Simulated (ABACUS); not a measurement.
# MgSe: band-structure run

- system: MgSe (Fm-3m, 2 atoms in the cell)
- method: Kohn-Sham DFT of a periodic cell, r2SCAN, SG15 ONCV 1.2 PBE, no spin polarisation (ABACUS 3.10.1)

The structure derives from an entry of the Crystallography Open Database. It belongs to a series of runs on one base structure; here: bands on the converged density.

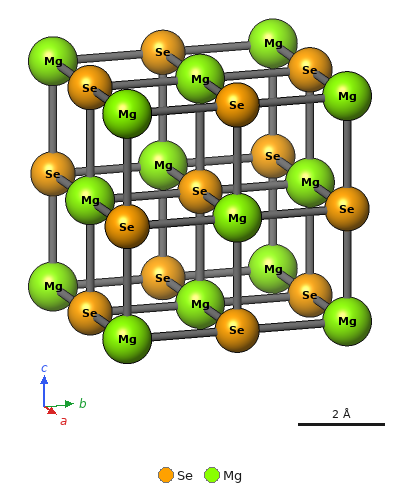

The structure as given in the input (ball-and-stick view of the cell 4 times as large as that of the calculation, set on its symmetry axes, seen slightly off an axis).

**Input**
```
INPUT_PARAMETERS
suffix              MgSe
calculation         nscf
basis_type          pw
pseudo_dir          ./
symmetry            -1
dft_functional      MGGA_X_R2SCAN+MGGA_C_R2SCAN
ecutwfc             101.0
pseudo_rcut         7
nspin               1
nbands              18
ks_solver           dav
smearing_method     fd
smearing_sigma      0.00367493
scf_thr             1e-08
scf_nmax            100
mixing_type         broyden
mixing_beta         0.7
mixing_tau          1
init_chg            file
pw_diag_thr         1e-07
out_band            1
kpar                4
```

**File STRU**
```
ATOMIC_SPECIES
Se 78.9710 Se_ONCV_PBE-1.2.upf
Mg 24.3050 Mg_ONCV_PBE-1.2.upf

LATTICE_CONSTANT
1.8897261246

LATTICE_VECTORS
0.0000000000 2.7255000000 2.7255000000
2.7255000000 0.0000000000 2.7255000000
2.7255000000 2.7255000000 0.0000000000

ATOMIC_POSITIONS
Direct

Se
0.0
1
0.5000000000 0.5000000000 0.5000000000 1 1 1

Mg
0.0
1
0.0000000000 0.0000000000 0.0000000000 1 1 1
```

**File KPT**
```
K_POINTS
12
Line
0.00000000 0.00000000 0.00000000 10 // G
0.50000000 0.00000000 0.50000000 10 // X
0.50000000 0.25000000 0.75000000 10 // W
0.37500000 0.37500000 0.75000000 10 // K
0.00000000 0.00000000 0.00000000 10 // G
0.50000000 0.50000000 0.50000000 10 // L
0.62500000 0.25000000 0.62500000 10 // U
0.50000000 0.25000000 0.75000000 10 // W
0.50000000 0.50000000 0.50000000 10 // L
0.37500000 0.37500000 0.75000000 1 // K
0.62500000 0.25000000 0.62500000 10 // U
0.50000000 0.00000000 0.50000000 1 // X
```

Machine: 4 threads of Intel Xeon @ 2.50GHz (Skylake/Cascade Lake), 32 GiB of memory available, shared host.

Launched with:
```bash
OMP_NUM_THREADS=1 mpirun -np 4 abacus > log
```

**What the program printed**
```
ABACUS v3.10.1

               Atomic-orbital Based Ab-initio Computation at UStc

 ------------------------------------------------------------------------------------

 READING GENERAL INFORMATION
                           global_out_dir = OUT.MgSe/
                           global_in_card = INPUT
                               pseudo_dir = ./
                              orbital_dir =
                                    DSIZE = 4
                                    GSIZE = 1

 READING UNITCELL INFORMATION
                                    ntype = 2
                  lattice constant (Bohr) = 1.88973
              lattice constant (Angstrom) = 1

 READING ATOM TYPE 1
                               atom label = Se
                      L=0, number of zeta = 1
                      L=1, number of zeta = 1
                      L=2, number of zeta = 1
             number of atom for this type = 1

 READING ATOM TYPE 2
                               atom label = Mg
                      L=0, number of zeta = 1
                      L=1, number of zeta = 1
                      L=2, number of zeta = 1
             number of atom for this type = 1

                        TOTAL ATOM NUMBER = 2
DIRECT COORDINATES
    atom                   x                   y                   z     mag                  vx                  vy                  vz
taud_Se1            0.5000000000        0.5000000000        0.5000000000  0.0000        0.0000000000        0.0000000000        0.0000000000
taud_Mg1            0.0000000000        0.0000000000        0.0000000000  0.0000        0.0000000000        0.0000000000        0.0000000000

                          Volume (Bohr^3) = 273.253
                             Volume (A^3) = 40.4919

 Lattice vectors: (Cartesian coordinate: in unit of a_0)
                   +0             +2.7255             +2.7255
              +2.7255                  +0             +2.7255
              +2.7255             +2.7255                  +0
 Reciprocal vectors: (Cartesian coordinate: in unit of 2 pi/a_0)
            -0.183453           +0.183453           +0.183453
            +0.183453           -0.183453           +0.183453
            +0.183453           +0.183453           -0.183453
 The esolver type has been set to : ksdft_pw

                PAO radial cut off (Bohr) = 7

 Read in pseudopotential file is Se_ONCV_PBE-1.2.upf
                     pseudopotential type = NC
          exchange-correlation functional = PBE
                 nonlocal core correction = 0
                        valence electrons = 6
                                     lmax = 2
                           number of zeta = 0
                     number of projectors = 6
                           L of projector = 0
                           L of projector = 0
                           L of projector = 1
                           L of projector = 1
                           L of projector = 2
                           L of projector = 2
 XC functional updated to : MGGA_X_R2SCAN+MGGA_C_R2SCAN
          exchange-correlation functional = MGGA_X_R2SCAN+MGGA_C_R2SCAN
                PAO radial cut off (Bohr) = 7

 Read in pseudopotential file is Mg_ONCV_PBE-1.2.upf
                     pseudopotential type = NC
          exchange-correlation functional = PBE
                 nonlocal core correction = 0
                        valence electrons = 10
                                     lmax = 1
                           number of zeta = 0
                     number of projectors = 4
                           L of projector = 0
                           L of projector = 0
                           L of projector = 1
                           L of projector = 1
 XC functional updated to : MGGA_X_R2SCAN+MGGA_C_R2SCAN
          exchange-correlation functional = MGGA_X_R2SCAN+MGGA_C_R2SCAN
     initial pseudo atomic orbital number = 0

 SETUP THE ELECTRONS NUMBER
            electron number of element Se = 6
      total electron number of element Se = 6
            electron number of element Mg = 10
      total electron number of element Mg = 10
            AUTOSET number of electrons:  = 16
                           occupied bands = 8
                                   NBANDS = 18
                                   NLOCAL = 18

%%%%%%%%%%%%%%%%%%%%%%%%%%%%%%%%%%%%%%%%%%%%%%%%%%%%%%%%%%%%%%%%%%%%%%%%%%%%%%%%%%%%%%%%%%%%%%%%%%%%%%%%%%
 Warning: the number of valence electrons in pseudopotential > 2 for Mg: [Ne] 3s2
 Pseudopotentials with additional electrons can yield (more) accurate outcomes, but may be less efficient.
 If you're confident that your chosen pseudopotential is appropriate, you can safely ignore this warning.
%%%%%%%%%%%%%%%%%%%%%%%%%%%%%%%%%%%%%%%%%%%%%%%%%%%%%%%%%%%%%%%%%%%%%%%%%%%%%%%%%%%%%%%%%%%%%%%%%%%%%%%%%%

 SETUP THE PLANE WAVE BASIS
 energy cutoff for charge/potential (unit:Ry) = 404
            fft grid for charge/potential = [ 48, 48, 48 ]
                        fft grid division = [ 1, 1, 1 ]
        big fft grid for charge/potential = [ 48, 48, 48 ]
                                     nbxx = 110592
                                     nrxx = 110592

 SETUP PLANE WAVES FOR CHARGE/POTENTIAL
                    number of plane waves = 37461
                         number of sticks = 1483

 PARALLEL PW FOR CHARGE/POTENTIAL
     PROC   COLUMNS(POT)             PW
        1           1483          37461
 --------------- sum -------------------
        1           1483          37461
                            number of |g| = 364
                                  max |g| = 36.4482
                                  min |g| = 0

----------- Double Check Mixing Parameters Begin ------------
mixing_type: broyden
mixing_beta: 0.7
mixing_gg0: 1
mixing_gg0_min: 0.1
mixing_ndim: 8
----------- Double Check Mixing Parameters End ------------

 SETUP K-POINTS
                                    nspin = 1
                                   nkstot = 102
K-POINTS DIRECT COORDINATES
 KPOINTS    DIRECT_X    DIRECT_Y    DIRECT_Z  WEIGHT
       1  0.00000000  0.00000000  0.00000000  1.0000
       2  0.05000000  0.00000000  0.05000000  1.0000
       3  0.10000000  0.00000000  0.10000000  1.0000
       4  0.15000000  0.00000000  0.15000000  1.0000
       5  0.20000000  0.00000000  0.20000000  1.0000
       6  0.25000000  0.00000000  0.25000000  1.0000
       7  0.30000000  0.00000000  0.30000000  1.0000
       8  0.35000000  0.00000000  0.35000000  1.0000
       9  0.40000000  0.00000000  0.40000000  1.0000
      10  0.45000000  0.00000000  0.45000000  1.0000
      11  0.50000000  0.00000000  0.50000000  1.0000
      12  0.50000000  0.02500000  0.52500000  1.0000
      13  0.50000000  0.05000000  0.55000000  1.0000
      14  0.50000000  0.07500000  0.57500000  1.0000
      15  0.50000000  0.10000000  0.60000000  1.0000
      16  0.50000000  0.12500000  0.62500000  1.0000
      17  0.50000000  0.15000000  0.65000000  1.0000
      18  0.50000000  0.17500000  0.67500000  1.0000
      19  0.50000000  0.20000000  0.70000000  1.0000
      20  0.50000000  0.22500000  0.72500000  1.0000
      21  0.50000000  0.25000000  0.75000000  1.0000
      22  0.48750000  0.26250000  0.75000000  1.0000
      23  0.47500000  0.27500000  0.75000000  1.0000
      24  0.46250000  0.28750000  0.75000000  1.0000
      25  0.45000000  0.30000000  0.75000000  1.0000
      26  0.43750000  0.31250000  0.75000000  1.0000
      27  0.42500000  0.32500000  0.75000000  1.0000
      28  0.41250000  0.33750000  0.75000000  1.0000
      29  0.40000000  0.35000000  0.75000000  1.0000
      30  0.38750000  0.36250000  0.75000000  1.0000
[... 72 further k points ...]

           k-point number in this process = 26
       minimum distributed K point number = 25

[... K-POINTS CARTESIAN COORDINATES: 26 rows ...]

[... K-POINTS DIRECT COORDINATES: 26 rows ...]

 SETUP PLANE WAVES FOR WAVE FUNCTIONS
     energy cutoff for wavefunc (unit:Ry) = 101
              fft grid for wave functions = [ 48, 48, 48 ]
                    number of plane waves = 5769
                         number of sticks = 421

 PARALLEL PW FOR WAVE FUNCTIONS
     PROC   COLUMNS(POT)             PW
        1            421           5769
 --------------- sum -------------------
        1            421           5769

 SETUP NONLOCAL PSEUDOPOTENTIALS IN PLANE WAVE BASIS
 Se non-local projectors:
 projector 1 L=0
 projector 2 L=0
 projector 3 L=1
 projector 4 L=1
 projector 5 L=2
 projector 6 L=2
 Mg non-local projectors:
 projector 1 L=0
 projector 2 L=0
 projector 3 L=1
 projector 4 L=1
      TOTAL NUMBER OF NONLOCAL PROJECTORS = 26

 Init Non-Local PseudoPotential table :
 Init Non-Local-Pseudopotential done.

                                     npwx = 4720

 -------------------------------------------
 NONSELF-CONSISTENT
 -------------------------------------------
                                 init_chg = file
 try to read charge from file
 Read in the charge density: OUT.MgSe//MgSe-CHARGE-DENSITY.restart
 try to read kinetic energy density from file
 Read in the kinetic energy density: OUT.MgSe//MgSe-TAU-DENSITY.restart

 PW ALGORITHM --------------- ION=   1  ELEC=   1--------------------------------

 k(1/102) Iter steps (avg)=11 threshold=1e-07

 k(2/102) Iter steps (avg)=11 threshold=1e-07

 k(3/102) Iter steps (avg)=11 threshold=1e-07
 k(4/102) Iter steps (avg)=11 threshold=1e-07
 k(5/102) Iter steps (avg)=12 threshold=1e-07
 k(6/102) Iter steps (avg)=14 threshold=1e-07
 k(7/102) Iter steps (avg)=17 threshold=1e-07
 k(8/102) Iter steps (avg)=22 threshold=1e-07
 k(9/102) Iter steps (avg)=20 threshold=1e-07
 k(10/102) Iter steps (avg)=21 threshold=1e-07

 k(11/102) Iter steps (avg)=21 threshold=1e-07
 k(12/102) Iter steps (avg)=20 threshold=1e-07
 k(13/102) Iter steps (avg)=22 threshold=1e-07
 k(14/102) Iter steps (avg)=22 threshold=1e-07
 k(15/102) Iter steps (avg)=23 threshold=1e-07
 k(16/102) Iter steps (avg)=22 threshold=1e-07
 k(17/102) Iter steps (avg)=23 threshold=1e-07
 k(18/102) Iter steps (avg)=19 threshold=1e-07
 k(19/102) Iter steps (avg)=19 threshold=1e-07
 k(20/102) Iter steps (avg)=19 threshold=1e-07
 k(21/102) Iter steps (avg)=20 threshold=1e-07
 k(22/102) Iter steps (avg)=20 threshold=1e-07
 k(23/102) Iter steps (avg)=19 threshold=1e-07
 k(24/102) Iter steps (avg)=18 threshold=1e-07
 k(25/102) Iter steps (avg)=17 threshold=1e-07
 k(26/102) Iter steps (avg)=18 threshold=1e-07
[... levels at 26 k points of this process ...]

 Density error is 0.00000000000
                          Error Threshold = 1.00000000000e-07
----------------------------------------------------------
     Energy           Rydberg                 eV
----------------------------------------------------------
 E_KohnSham     -127.8891242925      -1740.0208026079
 E_KS(sigma->0) -127.8891242925      -1740.0208026079
 E_Harris       -127.8891242925      -1740.0208026079
 E_band         -25.8641524387       -351.8998471076
 E_one_elec     -71.7100343942       -975.6650715367
 E_Hartree      35.3695871778        481.2279215254
 E_xc           -18.3211532441       -249.2720780513
 E_Ewald        -73.2275238319       -996.3115745453
 E_entropy(-TS) -0.0000000000        -0.0000000000
 E_descf        0.0000000000         0.0000000000
 E_exx          0.0000000000         0.0000000000
 E_Fermi        0.5711369710         7.7707171438
----------------------------------------------------------

 charge density convergence is achieved
 final etot is -1740.0208026 eV
 EFERMI = 7.7707171438 eV

 STATE ENERGY(eV) AND OCCUPATIONS    NSPIN == 1
 1/26 kpoint (Cartesian) = 0.0000 0.0000 0.0000 (4645 pws)
       1       -72.0368      0.0196078
       2       -36.8428      0.0196078
       3       -36.8428      0.0196078
       4       -36.8428      0.0196078
       5       -6.99329      0.0196078
       6        6.49421      0.0196078
       7        6.49421      0.0196078
       8        6.49421      0.0196078
       9        9.89526    6.90093e-21
      10        14.4454    2.07599e-60
      11        14.4454    2.07599e-60
      12        14.4454    2.07599e-60
      13        17.0374    6.35504e-83
      14        17.0374    6.35504e-83
      15        18.3792        0.00000
      16        18.9654        0.00000
      17        18.9654        0.00000
      18        18.9654        0.00000

 2/26 kpoint (Cartesian) = 0.0000 0.018345 0.0000 (4665 pws)
       1       -72.0368      0.0196078
       2       -36.8429      0.0196078
       3       -36.8428      0.0196078
       4       -36.8428      0.0196078
       5       -6.96328      0.0196078
       6        6.25295      0.0196078
       7        6.43031      0.0196078
       8        6.43031      0.0196078
       9        10.1759    2.51857e-23
      10        14.2360    1.36688e-58
      11        14.5719    1.65217e-61
      12        14.5719    1.65217e-61
      13        16.4041    2.01228e-77
      14        17.0814    2.63742e-83
      15        18.6922        0.00000
      16        19.0442        0.00000
      17        19.0442        0.00000
      18        19.5825        0.00000

 3/26 kpoint (Cartesian) = 0.0000 0.036691 0.0000 (4701 pws)
       1       -72.0368      0.0196078
       2       -36.8431      0.0196078
       3       -36.8429      0.0196078
       4       -36.8429      0.0196078
       5       -6.87484      0.0196078
       6        5.69444      0.0196078
       7        6.25403      0.0196078
       8        6.25403      0.0196078
       9        10.8328    4.96266e-29
      10        13.7470    2.41524e-54
      11        14.9315    1.24312e-64
      12        14.9315    1.24312e-64
      13        15.3405    3.48636e-68
      14        17.2125    1.91669e-84
      15        19.2845        0.00000
      16        19.2845        0.00000
      17        19.4922        0.00000
      18        20.6205        0.00000

 4/26 kpoint (Cartesian) = 0.0000 0.055036 0.0000 (4689 pws)
       1       -72.0368      0.0196078
       2       -36.8434      0.0196078
       3       -36.8431      0.0196078
       4       -36.8431      0.0196078
       5       -6.73296      0.0196078
       6        5.03377      0.0196078
       7        6.00238      0.0196078
       8        6.00238      0.0196078
       9        11.5413    3.48260e-35
      10        13.1732    2.32812e-49
      11        14.4056    4.59699e-60
      12        15.4737    2.42690e-69
      13        15.4737    2.42690e-69
      14        17.4280    2.57439e-86
      15        19.6982        0.00000
      16        19.6982        0.00000
      17        20.5841        0.00000
      18        21.6529        0.00000

 5/26 kpoint (Cartesian) = 0.0000 0.073381 0.0000 (4701 pws)
       1       -72.0368      0.0196078
       2       -36.8439      0.0196078
       3       -36.8433      0.0196078
       4       -36.8433      0.0196078
       5       -6.54629      0.0196078
       6        4.37459      0.0196078
       7        5.71677      0.0196078
       8        5.71677      0.0196078
       9        11.7703    3.56718e-37
      10        12.6151    1.63809e-44
      11        14.1248    1.26325e-57
      12        16.1369    4.21034e-75
      13        16.1369    4.21034e-75
      14        17.7226    7.09696e-89
      15        20.3022        0.00000
      16        20.3022        0.00000
      17        21.8673        0.00000
      18        22.6380        0.00000

 6/26 kpoint (Cartesian) = 0.0000 0.091726 0.0000 (4664 pws)
       1       -72.0367      0.0196078
       2       -36.8444      0.0196078
       3       -36.8435      0.0196078
       4       -36.8435      0.0196078
       5       -6.32769      0.0196078
       6        3.76261      0.0196078
       7        5.43194      0.0196078
       8        5.43194      0.0196078
       9        11.2394    1.45849e-32
      10        12.1158    3.55730e-40
      11        14.7757    2.80323e-63
      12        16.8650    1.99629e-81
      13        16.8650    1.99629e-81
      14        18.0873        0.00000
      15        21.1115        0.00000
      16        21.1115        0.00000
      17        23.2982        0.00000
      18        23.6052        0.00000

[... levels at 20 further k points ...]

 --------------------------------------------
 !FINAL_ETOT_IS -1740.020802607879 eV
 --------------------------------------------

 Output bands in file: OUT.MgSe/BANDS_1.dat
```

**Standard output**
```
ABACUS v3.10.1

               Atomic-orbital Based Ab-initio Computation at UStc

 dft_functional readin is: MGGA_X_R2SCAN+MGGA_C_R2SCAN
 dft_functional in pseudopot file is: PBE
 Please make sure this is what you need
 dft_functional readin is: MGGA_X_R2SCAN+MGGA_C_R2SCAN
 dft_functional in pseudopot file is: PBE
 Please make sure this is what you need

%%%%%%%%%%%%%%%%%%%%%%%%%%%%%%%%%%%%%%%%%%%%%%%%%%%%%%%%%%%%%%%%%%%%%%%%%%%%%%%%%%%%%%%%%%%%%%%%%%%%%%%%%
 Warning: the number of valence electrons in pseudopotential > 2 for Mg: [Ne] 3s2
 Pseudopotentials with additional electrons can yield (more) accurate outcomes, but may be less efficient.
 If you're confident that your chosen pseudopotential is appropriate, you can safely ignore this warning.
%%%%%%%%%%%%%%%%%%%%%%%%%%%%%%%%%%%%%%%%%%%%%%%%%%%%%%%%%%%%%%%%%%%%%%%%%%%%%%%%%%%%%%%%%%%%%%%%%%%%%%%%%

 UNIFORM GRID DIM        : 48 * 48 * 48
 UNIFORM GRID DIM(BIG)   : 48 * 48 * 48
func,idMGGA_X_R2SCAN 497
func,idMGGA_C_R2SCAN 498
 ---------------------------------------------------------
 ---------------------------------------------------------
 SPIN    KPOINTS         PROCESSORS  THREADS
 1       102             4           4
 ---------------------------------------------------------
 Use plane wave basis
 ---------------------------------------------------------
 ELEMENT NATOM       XC
 Se      1
 Mg      1
 ---------------------------------------------------------
 Initial plane wave basis and FFT box
 ---------------------------------------------------------
 -------------------------------------------
 NONSELF-CONSISTENT :
 -------------------------------------------
 START CHARGE      : file
 ITER       ETOT/eV          EDIFF/eV         DRHO         DKIN     TIME/s
 DA1     -1.74002080e+03   0.00000000e+00   0.0000e+00   0.0000e+00  56.49
```

**Key numbers**

```json
{"quantity": "outcome", "value": "converged"}
{"quantity": "space group (tolerance 0.01 Å)", "value": "Fm-3m (225)"}
{"quantity": "electrons treated", "value": "16"}
{"quantity": "Fermi energy of the self-consistent step", "value": "7.748 eV"}
{"quantity": "gap on the band path", "value": "2.45 eV"}
{"quantity": "wall time", "value": "58 s (CPU time 3.8 min)"}
{"quantity": "peak memory", "value": "0.52 GiB"}
```
